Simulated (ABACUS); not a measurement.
# Band-structure run, with input and output: CdF2 (part 1 of 2)

CdF2 (Fm-3m, 3 atoms in the cell), computed with Kohn-Sham DFT of a periodic cell, PBEsol, GBRV ultrasoft 1.5 PBEsol, no spin polarisation (ABACUS 3.10.1).

The structure derives from an entry of the Crystallography Open Database.

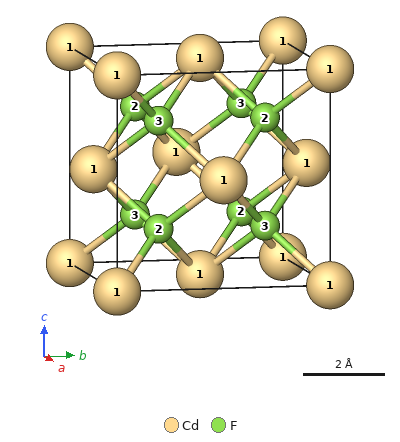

Figure 1. The structure (ball-and-stick view of the cell 4 times as large as that of the calculation, set on its symmetry axes, seen slightly off an axis; atoms are numbered from 1 in the order of the input). An atom can appear more than once, as a periodic image. Near neighbours in the periodic cell (some may lie outside the picture): Cd has 8 F at 2.33 Å; F has 4 Cd at 2.33 Å.

### Results in brief

```csv
quantity,value
outcome,converged
space group (tolerance 0.01 Å),Fm-3m (225)
electrons treated,26
free energy,−2879.9369 eV
Fermi energy,6.465 eV
gap on the k-point mesh,2.95 eV
pressure,−0.30 GPa
largest force (length of the vector),under 0.001 eV/Å
hardware,"4 threads of AMD EPYC (Zen 3), 32 GiB of memory available, shared host"
wall time,14 s (CPU time 50 s)
peak memory,0.6 GiB
```

### The input
```
INPUT_PARAMETERS
suffix              CdF2
calculation         scf
basis_type          pw
pseudo_dir          ./
symmetry            1
dft_functional      pbesol
ecutwfc             40
pseudo_rcut         10
nspin               1
nbands              23
ks_solver           dav
smearing_method     fd
smearing_sigma      0.00367493
scf_thr             1e-08
scf_nmax            100
mixing_type         broyden
mixing_beta         0.7
cal_force           1
cal_stress          1
ecutrho             320
out_chg             1
kpar                4
```

### File STRU
```
ATOMIC_SPECIES
Cd 112.4140 cd_pbesol_v1.uspp.F.UPF
F 18.9984 f_pbesol_v1.4.uspp.F.UPF

LATTICE_CONSTANT
7.1996511916

LATTICE_VECTORS
0.0000000000 0.7071067812 0.7071067812
0.7071067812 0.0000000000 0.7071067812
0.7071067812 0.7071067812 0.0000000000

ATOMIC_POSITIONS
Cartesian

Cd
0.0
1
0.0000000000 0.0000000000 0.0000000000 1 1 1

F
0.0
2
1.0606601718 1.0606601718 1.0606601718 1 1 1
0.3535533906 0.3535533906 0.3535533906 1 1 1
```

### File KPT
```
K_POINTS
0
Gamma
7 7 7 0 0 0
```

Run as:
```bash
OMP_NUM_THREADS=1 mpirun -np 4 abacus > log
```

### Output
```
ABACUS v3.10.1

               Atomic-orbital Based Ab-initio Computation at UStc

 ------------------------------------------------------------------------------------

 READING GENERAL INFORMATION
                           global_out_dir = OUT.CdF2/
                           global_in_card = INPUT
                               pseudo_dir = ./
                              orbital_dir =
                                    DSIZE = 4
                                    GSIZE = 1

 READING UNITCELL INFORMATION
                                    ntype = 2
                  lattice constant (Bohr) = 7.19965
              lattice constant (Angstrom) = 3.80989

 READING ATOM TYPE 1
                               atom label = Cd
                      L=0, number of zeta = 1
                      L=1, number of zeta = 1
                      L=2, number of zeta = 1
             number of atom for this type = 1

 READING ATOM TYPE 2
                               atom label = F
                      L=0, number of zeta = 1
                      L=1, number of zeta = 1
                      L=2, number of zeta = 1
             number of atom for this type = 2

                        TOTAL ATOM NUMBER = 3
CARTESIAN COORDINATES ( UNIT =       7.199651191600 Bohr ).
    atom                   x                   y                   z     mag                  vx                  vy                  vz
tauc_Cd1            0.0000000000        0.0000000000        0.0000000000  0.0000        0.0000000000        0.0000000000        0.0000000000
tauc_F1            1.0606601718        1.0606601718        1.0606601718  0.0000        0.0000000000        0.0000000000        0.0000000000
tauc_F2            0.3535533906        0.3535533906        0.3535533906  0.0000        0.0000000000        0.0000000000        0.0000000000

                          Volume (Bohr^3) = 263.888
                             Volume (A^3) = 39.1041

 Lattice vectors: (Cartesian coordinate: in unit of a_0)
                   +0           +0.707107           +0.707107
            +0.707107                  +0           +0.707107
            +0.707107           +0.707107                  +0
 Reciprocal vectors: (Cartesian coordinate: in unit of 2 pi/a_0)
            -0.707107           +0.707107           +0.707107
            +0.707107           -0.707107           +0.707107
            +0.707107           +0.707107           -0.707107
 The esolver type has been set to : ksdft_pw

                PAO radial cut off (Bohr) = 10

 Read in pseudopotential file is cd_pbesol_v1.uspp.F.UPF
                     pseudopotential type = US
          exchange-correlation functional = PBEsol
                 nonlocal core correction = 1
                        valence electrons = 12
                                     lmax = 2
                           number of zeta = 3
                     number of projectors = 6
                           L of projector = 0
                           L of projector = 0
                           L of projector = 1
                           L of projector = 1
                           L of projector = 2
                           L of projector = 2
 XC functional updated to : pbesol
          exchange-correlation functional = PBESOL
                PAO radial cut off (Bohr) = 10

 Read in pseudopotential file is f_pbesol_v1.4.uspp.F.UPF
                     pseudopotential type = US
          exchange-correlation functional = PBEsol
                 nonlocal core correction = 0
                        valence electrons = 7
                                     lmax = 1
                           number of zeta = 2
                     number of projectors = 4
                           L of projector = 0
                           L of projector = 0
                           L of projector = 1
                           L of projector = 1
 XC functional updated to : pbesol
          exchange-correlation functional = PBESOL
     initial pseudo atomic orbital number = 17

 SETUP THE ELECTRONS NUMBER
            electron number of element Cd = 12
      total electron number of element Cd = 12
             electron number of element F = 7
       total electron number of element F = 14
            AUTOSET number of electrons:  = 26
                           occupied bands = 13
                                   NBANDS = 23
                                   NLOCAL = 27

 SETUP THE PLANE WAVE BASIS
 energy cutoff for charge/potential (unit:Ry) = 160
            fft grid for charge/potential = [ 30, 30, 30 ]
                        fft grid division = [ 1, 1, 1 ]
        big fft grid for charge/potential = [ 45, 45, 45 ]
                                     nbxx = 91125
                                     nrxx = 27000

 SETUP PLANE WAVES FOR CHARGE/POTENTIAL
                    number of plane waves = 9185
                         number of sticks = 583

 PARALLEL PW FOR CHARGE/POTENTIAL
     PROC   COLUMNS(POT)             PW
        1            583           9185
 --------------- sum -------------------
        1            583           9185
                            number of |g| = 143
                                  max |g| = 210
                                  min |g| = 0

 energy cutoff for dense charge/potential (unit:Ry) = 320
      fft grid for dense charge/potential = [ 45, 45, 45 ]
                                     nrxx = 91125

 SETUP PLANE WAVES FOR dense CHARGE/POTENTIAL
                    number of plane waves = 25605
                         number of sticks = 1147

 PARALLEL PW FOR dense CHARGE/POTENTIAL
     PROC   COLUMNS(POT)             PW
        1           1147          25605
 --------------- sum -------------------
        1           1147          25605
                            number of |g| = 283
                                  max |g| = 420
                                  min |g| = 0

----------- Double Check Mixing Parameters Begin ------------
mixing_type: broyden
mixing_beta: 0.7
mixing_gg0: 1
mixing_gg0_min: 0.1
mixing_ndim: 8
----------- Double Check Mixing Parameters End ------------

 LATTICE VECTORS: (CARTESIAN COORDINATE: IN UNIT OF A0)
                   +0           +0.707107           +0.707107
            +0.707107                  +0           +0.707107
            +0.707107           +0.707107                  +0
                       right hand lattice = 1
                                   NORM_A = 1
                                   NORM_B = 1
                                   NORM_C = 1
                           ALPHA (DEGREE) = 60
                           BETA  (DEGREE) = 60
                           GAMMA (DEGREE) = 60

 The lattice vectors have been changed (STRU_SIMPLE.cif)

(for optimal symmetric configuration:)
                             BRAVAIS TYPE = 3
                     BRAVAIS LATTICE NAME = 03. Cubic F (face-centered)
                                    ibrav = 3
                                    IBRAV = 3
                                  BRAVAIS = FACE CENTERED CUBIC
                       LATTICE CONSTANT A = 1.41421
Original cell was already a primitive cell.
                        ROTATION MATRICES = 48
              PURE POINT GROUP OPERATIONS = 48
                   SPACE GROUP OPERATIONS = 48
                              POINT GROUP = O_h
               POINT GROUP IN SPACE GROUP = O_h

 SETUP K-POINTS
                                    nspin = 1
                   Input type of k points = Monkhorst-Pack(Gamma)
                                   nkstot = 343
                       right hand lattice = 1
(for reciprocal lattice: )
                             BRAVAIS TYPE = 2
                     BRAVAIS LATTICE NAME = 02. Cubic I (body-centered)
                                    ibrav = 2
                       right hand lattice = 1
(for k-lattice: )
                             BRAVAIS TYPE = 2
                     BRAVAIS LATTICE NAME = 02. Cubic I (body-centered)
                                    ibrav = 2
                       right hand lattice = 1
                        ROTATION MATRICES = 48
                               nkstot_ibz = 20
K-POINTS REDUCTION ACCORDING TO SYMMETRY
     IBZ    DIRECT_X    DIRECT_Y    DIRECT_Z  WEIGHT  ibz2bz
       1  0.00000000  0.00000000  0.00000000  0.0029       0
       2  0.14285714  0.14285714  0.14285714  0.0233       1
       3  0.28571429  0.28571429  0.28571429  0.0233       2
       4  0.42857143  0.42857143  0.42857143  0.0233       3
       5  0.14285714  0.14285714  0.00000000  0.0175       8
       6  0.28571429  0.14285714  0.28571429  0.0700       9
       7  0.42857143  0.28571429  0.42857143  0.0700      10
       8 -0.42857143  0.42857143  0.42857143  0.0700      11
       9  0.42857143  0.28571429  0.28571429  0.0700      12
      10  0.28571429  0.14285714  0.14285714  0.0350      13
      11  0.28571429  0.28571429  0.00000000  0.0175      16
      12  0.42857143  0.42857143  0.14285714  0.0700      17
      13 -0.28571429  0.42857143  0.42857143  0.0700      18
      14 -0.42857143  0.28571429  0.28571429  0.0350      19
      15  0.42857143  0.42857143  0.00000000  0.0175      24
      16 -0.14285714  0.42857143  0.42857143  0.0350      25
      17  0.42857143  0.28571429  0.14285714  0.0700      66
      18 -0.42857143  0.42857143  0.28571429  0.1399      67
      19 -0.42857143  0.42857143  0.14285714  0.0700      74
      20 -0.28571429  0.42857143  0.28571429  0.0700      75

                               nkstot now = 20
[... K-POINTS DIRECT COORDINATES: 20 rows ...]

           k-point number in this process = 5
       minimum distributed K point number = 5
[... stars of the k points ...]

[... K-POINTS CARTESIAN COORDINATES: 5 rows ...]

[... K-POINTS DIRECT COORDINATES: 5 rows ...]

 SETUP PLANE WAVES FOR WAVE FUNCTIONS
     energy cutoff for wavefunc (unit:Ry) = 40
              fft grid for wave functions = [ 30, 30, 30 ]
                    number of plane waves = 1411
                         number of sticks = 163

 PARALLEL PW FOR WAVE FUNCTIONS
     PROC   COLUMNS(POT)             PW
        1            163           1411
 --------------- sum -------------------
        1            163           1411

 SETUP NONLOCAL PSEUDOPOTENTIALS IN PLANE WAVE BASIS
 Cd non-local projectors:
 projector 1 L=0
 projector 2 L=0
 projector 3 L=1
 projector 4 L=1
 projector 5 L=2
 projector 6 L=2
 F non-local projectors:
 projector 1 L=0
 projector 2 L=0
 projector 3 L=1
 projector 4 L=1
      TOTAL NUMBER OF NONLOCAL PROJECTORS = 34

 Init Non-Local PseudoPotential table :
 Init Non-Local-Pseudopotential done.

                                     npwx = 1143

 Make real space PAO into reciprocal space.
       max mesh points in Pseudopotential = 767
     dq(describe PAO in reciprocal space) = 0.01
                                    max q = 763
```
